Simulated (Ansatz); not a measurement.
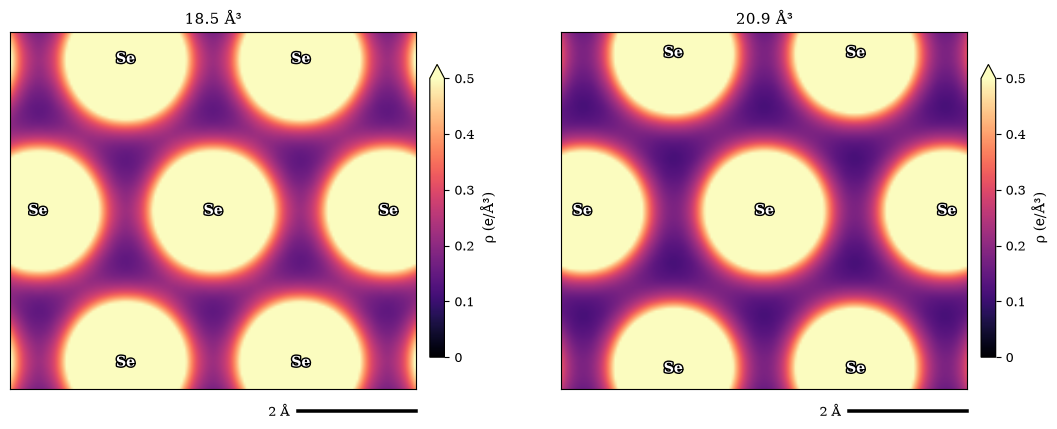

Se. The valence electron density of cells scaled evenly to different volumes (given per atom above each panel), on the (111) plane of each (indices in the axes of the cell below), at one length scale and on one colour scale.

A generated structure, not necessarily the stable one.

The calculation used DFT, PBEsol, plane waves (420 eV) with PAW, scalar-relativistic (Ansatz).

The largest cell:

```cif
data_structure
_symmetry_space_group_name_H-M 'P 1'
_symmetry_Int_Tables_number 1
_cell_length_a 3.0895
_cell_length_b 3.0895
_cell_length_c 3.0895
_cell_angle_alpha 60.000
_cell_angle_beta 60.000
_cell_angle_gamma 60.000
_cell_volume 20.85
loop_
_atom_site_label
_atom_site_type_symbol
_atom_site_fract_x
_atom_site_fract_y
_atom_site_fract_z
_atom_site_occupancy
Se1 Se 0.00000 0.00000 0.00000 1
```

| volume (Å³/atom) | Se–Se contact in the plane (Å) | ρ at its midpoint (e/Å³) | 
| --- | --- | --- |
| 18.54 | 2.971 | 0.221 | 
| 19.31 | 3.011 | ? | 
| 20.85 | 3.089 | 0.180 | 

Estimate the missing row, and compare with the calculation.

Over the known rows ln ρ falls by 1.74 per Å of Se–Se distance (the line through the two), which gives 0.206 e/Å³ at 3.011 Å; the calculation gives 0.203 e/Å³.
